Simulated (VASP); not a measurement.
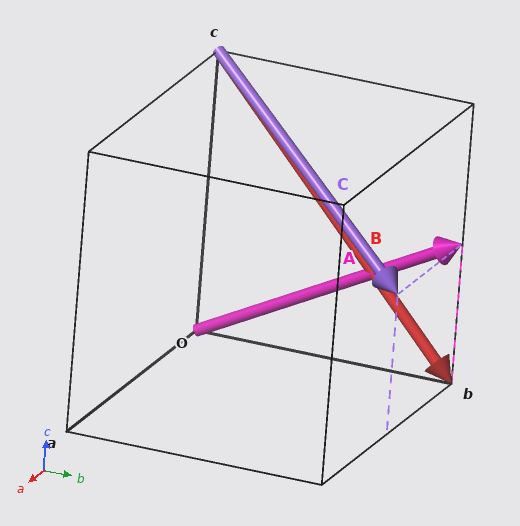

Each arrow starts at a corner of the unit cell and ends on its surface; where a tip isn't a corner, dashed lines run from it parallel to the axes. Crystal: HfO2, the geometry relaxed with VASP Kohn-Sham DFT of a periodic cell, LDA, VASP PAW LDA potentials, recommended in VASP. The drawing is computed from the coordinates (standard cell, symmetry found to 0.002 Å).

a = 5.030 Å, b = 5.125 Å, c = 5.190 Å, α = 90.00°, β = 99.53°, γ = 90.00°.

### Which lattice directions are drawn?

Arrow A runs from (0, 0, 0) to (0, 1, 1/2), so [0 2 1]; Arrow B runs from (0, 0, 1) to (0, 1, 0), so [0 1 −1]; Arrow C runs from (0, 0, 1) to (1/2, 1, 1/2), so [1 2 −1].

### How long is the vector ua + vb + wc in each case, and what angles do the directions make?

A 11.489 Å; B 7.294 Å; C 12.882 Å. A–B: 72.2°. A–C: 60.1°. B–C: 26.9°.

### In No. 14, P2₁/c, how many directions are equivalent to A (Laue class 2/m, both senses counted)?

4.
